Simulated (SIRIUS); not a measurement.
**Energy of HgSe along an even scaling of the cell**

System: HgSe (F-43m, 2 atoms in the cell).
Method: Kohn-Sham DFT of a periodic cell, PBEsol, dojo-sr-pbesol-0.4.1-standard, no spin polarisation (SIRIUS 7.12.0).

The 7 runs differ only in the geometry, by an even scaling of the cell at fixed fractional positions. The structure derives from an entry of the Crystallography Open Database.

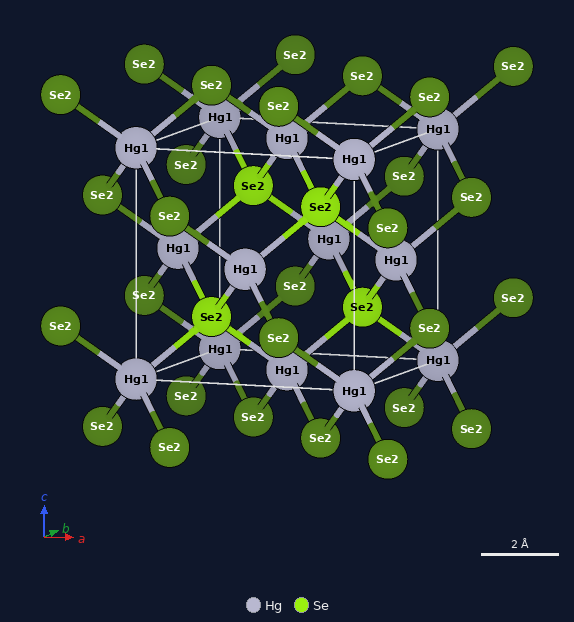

Figure 1. The structure of run 4 (ball-and-stick view of the cell 4 times as large as that of the calculation, set on its symmetry axes, seen slightly off an axis; neighbours outside the cell are drawn fainter; atoms are numbered from 1 in the order of the input). An atom can appear more than once, as a periodic image.

**Input of run 4**
```
{
  "control": {
    "processing_unit": "cpu",
    "verbosity": 2,
    "num_bands_to_print": 27,
    "print_forces": true,
    "print_stress": true
  },
  "parameters": {
    "electronic_structure_method": "pseudopotential",
    "xc_functionals": ["XC_GGA_X_PBE_SOL", "XC_GGA_C_PBE_SOL"],
    "gk_cutoff": 9.3,
    "pw_cutoff": 18.6,
    "ngridk": [8, 8, 8],
    "shiftk": [0, 0, 0],
    "smearing": "fermi_dirac",
    "smearing_width": 0.0018374661,
    "num_bands": 27,
    "num_mag_dims": 0,
    "num_dft_iter": 100,
    "energy_tol": 1e-08,
    "density_tol": 1e-06
  },
  "iterative_solver": {
    "type": "davidson",
    "min_tolerance": 1e-10
  },
  "mixer": {
    "type": "anderson",
    "beta": 0.7,
    "max_history": 8
  },
  "settings": {
    "tol_ne": 1e-10,
    "pseudo_grid_cutoff": 6.5
  },
  "unit_cell": {
    "lattice_vectors": [
      [0.0, 5.742877692738, 5.742877692738],
      [5.742877692738, 0.0, 5.742877692738],
      [5.742877692738, 5.742877692738, 0.0]
    ],
    "atom_coordinate_units": "lattice",
    "atom_types": ["Hg", "Se"],
    "atom_files": {
      "Se": "Se.json",
      "Hg": "Hg.json"
    },
    "atoms": {
      "Hg": [
        [0.0, 0.0, 0.0]
      ],
      "Se": [
        [0.75, 0.75, 0.75]
      ]
    }
  }
}
```

Command:
```bash
upf_to_json Se.upf
upf_to_json Hg.upf
OMP_NUM_THREADS=4 sirius.scf --input=sirius.json --output=out.json --task=0
```

Lattice vectors (Å) and fractional positions of run 4:
```
   0.000000    3.039000    3.039000
   3.039000    0.000000    3.039000
   3.039000    3.039000    0.000000
Hg  0.000000  0.000000  0.000000
Se  0.750000  0.750000  0.750000
```

Run 2 differs from it as follows:
```diff
-      [0.0, 5.742877692738, 5.742877692738],
-      [5.742877692738, 0.0, 5.742877692738],
-      [5.742877692738, 5.742877692738, 0.0]
+      [0.0, 5.665261722976, 5.665261722976],
+      [5.665261722976, 0.0, 5.665261722976],
+      [5.665261722976, 5.665261722976, 0.0]
```

**Results, with one run withheld**

| run | volume per atom (Å³) | free energy per atom, from the lowest run given (meV) | pressure (GPa) |
| --- | --- | --- | --- |
| 1 | 26.383 | 39.06 | 5.66 |
| 2 | 26.944 | ? | ? |
| 3 | 27.505 | 10.21 | 2.68 |
| 4 | 28.067 | 3.04 | 1.43 |
| 5 | 28.628 | 0.00 | 0.32 |
| 6 | 29.189 | 0.63 | −0.67 |
| 7 | 29.751 | 4.52 | −1.55 |

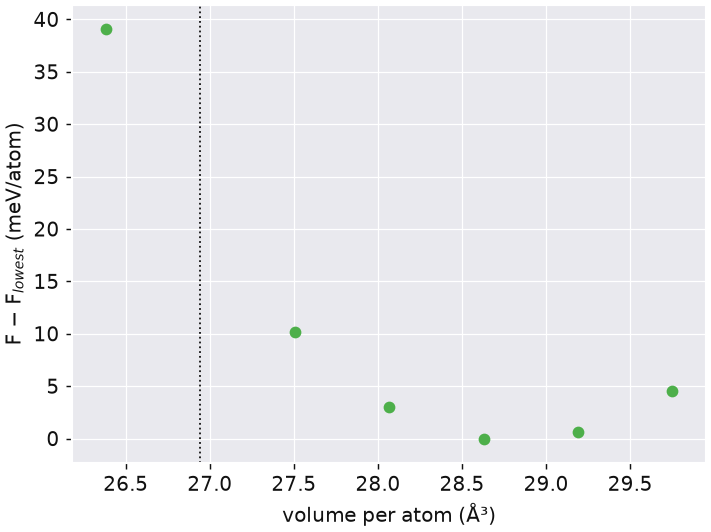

Figure 2. Free energy per atom of the runs given; the dotted line marks run 2.

What should run 2 give?

A cubic polynomial in V^(−2/3) (the Birch–Murnaghan form), fitted to the 6 runs given, misses them by under 0.01 meV per atom. With x = V^(−2/3) − 0.10789 Å⁻², it reads F = 1.8339 + 2743.5 x + 9.4353e+05 x² + 4.6791e+06 x³ (meV per atom). At run 2 it gives 22.02 meV per atom, and the run itself gives 22.02. The slope of the fit gives a pressure −dF/dV of 4.09 GPa there, and the run prints 4.08 GPa. The fit has its minimum at 28.805 Å³ per atom, where V d²F/dV² gives 51.7 GPa: the bulk modulus at this level, since symmetry fixes the shape and the positions.

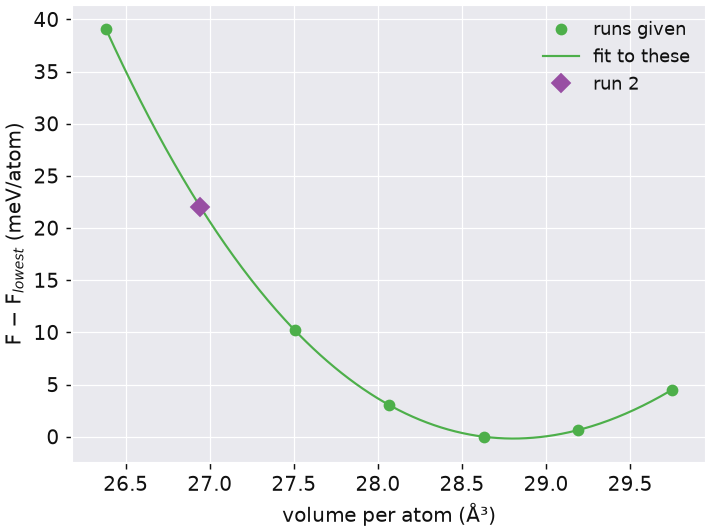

Figure 3. The fit and the withheld run.

**Some lines of the output (run 2)**
```
[...]
[find] band gap (eV)                  :       0.00000010
[find] Efermi                         :       0.35869282
[find] Total energy                   :    -287.67514116 (Ha),    -575.35028232 (Ry)
[find] Free energy (E-TS)             :    -287.67516184 (Ha),    -575.35032368 (Ry)
[find] band gap (eV)                  :       0.00000005
[find] Efermi                         :       0.35871154
[find] Total energy                   :    -287.67514116 (Ha),    -575.35028233 (Ry)
[find] Free energy (E-TS)             :    -287.67516184 (Ha),    -575.35032369 (Ry)
[find] band gap (eV)                  :       0.00000002
[find] Efermi                         :       0.35871128
[find] band gap (eV)                  :       0.00000001
[find] band gap (eV)                  :       0.00000000
[find] Efermi                         :       0.35871135
[find] Efermi                         :       0.35871127
```

Notes: Spin–orbit coupling is left out, which matters for Hg.
